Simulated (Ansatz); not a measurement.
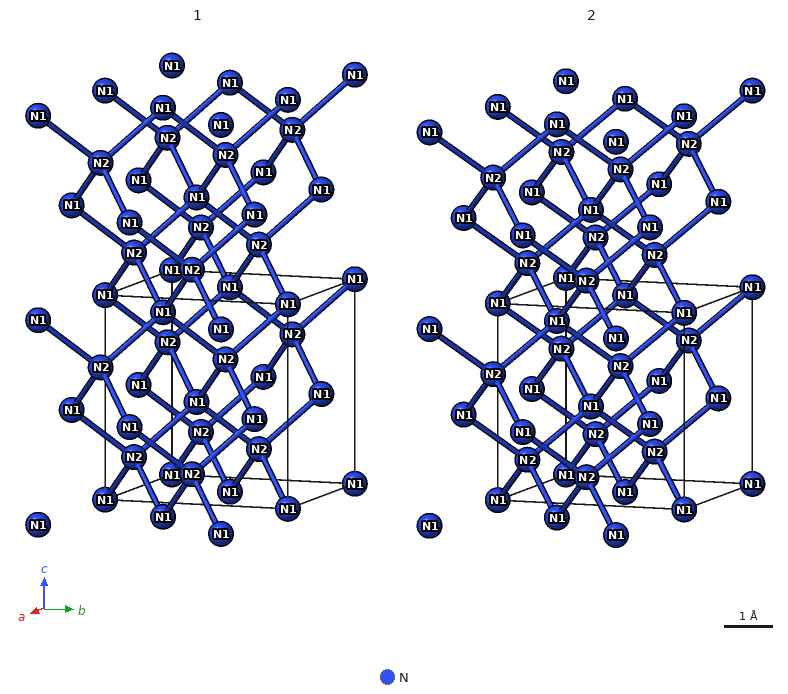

Two geometries of solid N (a generated structure, set up in Fd-3m): one is the relaxed structure, the other was perturbed away from it. A ball-and-stick model of the conventional cell (4 times the calculation's cell), repeated 2 × 1 × 2 with one cell outlined, seen slightly off an axis. Lengths and directions refer to the drawn axes.

All numbers below come from DFT, PBE, PAW with Ansatz's default frozen-core files, scalar-relativistic (Ansatz). Set-up: plane-wave cutoff 420 eV; k-point mesh 13 × 13 × 13; occupations fermi dirac; smearing width 0.08 eV; no spin polarisation.

**Which is the distorted one, and what does the distortion cost?**

Structure 1 is the perturbed one. The cell is strained by +4.0 % along c and −1.9 % across it (volume 0.0 %), the atoms keeping their fractional coordinates. No relaxation follows. Energy change: −3.2 meV per atom. Pressure: 0.0 GPa before, −0.6 GPa after. The principal stresses (compression positive) are 2.3 GPa along c and −2.1 GPa across it. All forces vanish by symmetry. The space group (tolerance 0.01 Å) goes from Fd-3m (No. 227) to I4_1/amd (No. 141).
